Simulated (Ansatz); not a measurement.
The cell below is Mo (Im-3m, No. 229). The cell is taken from coordinates from a relaxation with DFT, PBEsol, plane waves (420 eV) with PAW, scalar-relativistic in Ansatz 0.2.0.

```
Mo
1.0
     3.13159    0.00000    0.00000
     0.00000    3.13159    0.00000
     0.00000    0.00000    3.13159
Mo
2
Direct
  0.00000 0.00000 0.00000
  0.50000 0.50000 0.50000
```

Hard-sphere model; metallic radii: Mo 1.39 Å.

Find the largest hole by geometry, and further ones that a grid search gives (radius above 0.15 Å; smaller ones may be missed, and maxima closer than 0.25 Å are merged).

| hole | site | x, y, z | radius (Å) | nearest atoms | shape |
| --- | --- | --- | --- | --- | --- |
| V1 | 12d | 0.000, 0.250, 0.500 | 0.36 | 4 Mo | tetrahedral |

Nearest atoms are those whose sphere lies within 0.15 Å of the hole's sphere; in brackets, those within 0.5 Å. The largest sphere that fits anywhere has a diameter of 0.72 Å; the largest that can travel through the crystal, about 0.5 Å.

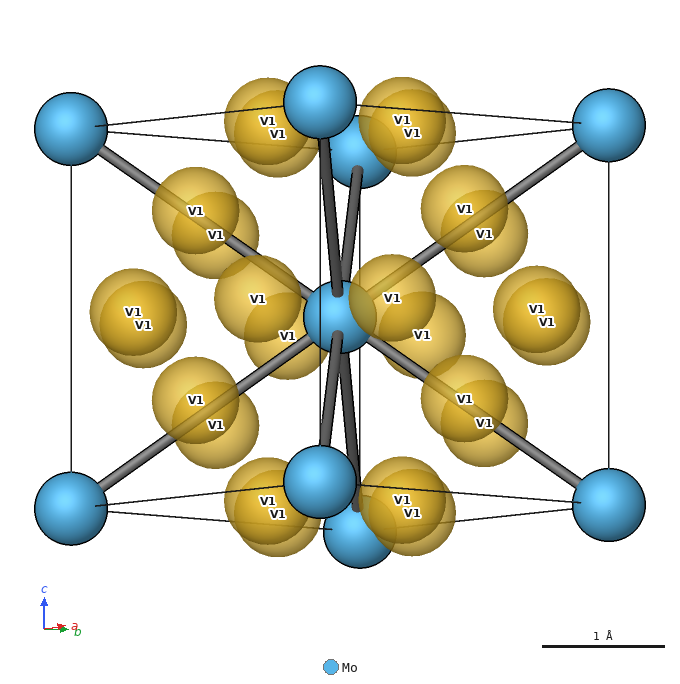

Translucent spheres (V1) fill the 1 hole listed first by a grid search for holes with a radius above 0.15 Å (the largest is sure; smaller ones may be missed, and maxima closer than 0.25 Å are merged) at their true size; atoms are drawn smaller than their model radii. View from a free direction.
